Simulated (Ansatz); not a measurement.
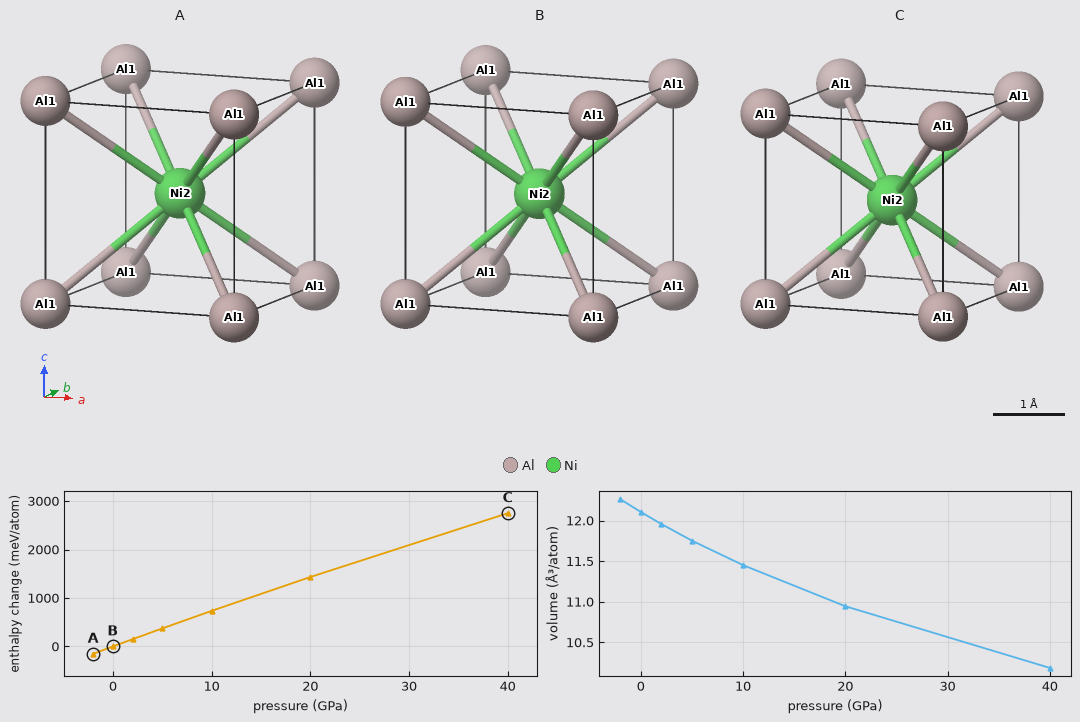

Members of a series of calculations on a crystal of AlNi (set up in Cmmm), marked on the first curve. Style: ball-and-stick. Shown: the cell of the calculation, slightly off an axis.

Computed with DFT PBE, scalar-relativistic, plane waves, PAW in Ansatz. Settings: plane-wave cutoff 420 eV; occupations gaussian; smearing width 0.1 eV; no spin polarisation. The k-mesh is chosen for each cell (16×16×14, 16×16×16).

**How does the crystal respond to pressure?**

The structure is relaxed at several pressures. A (pressure −2.0 GPa): enthalpy change −152 meV/atom, volume 12.26 Å³ per atom. B (pressure 0.0 GPa): enthalpy change 0.0 meV/atom, volume 12.11 Å³ per atom. C (pressure 40.0 GPa): enthalpy change 2749 meV/atom, volume 10.19 Å³ per atom. The rest compares A with C. The drawn cell changes as follows: a = b 2.901 → 2.731 Å (−5.9 %), c 2.914 → 2.732 Å (−6.2 %); the volume changes by −16.9 %. Near-neighbour distances before and after: Al–Ni 2.516 → 2.365 Å.
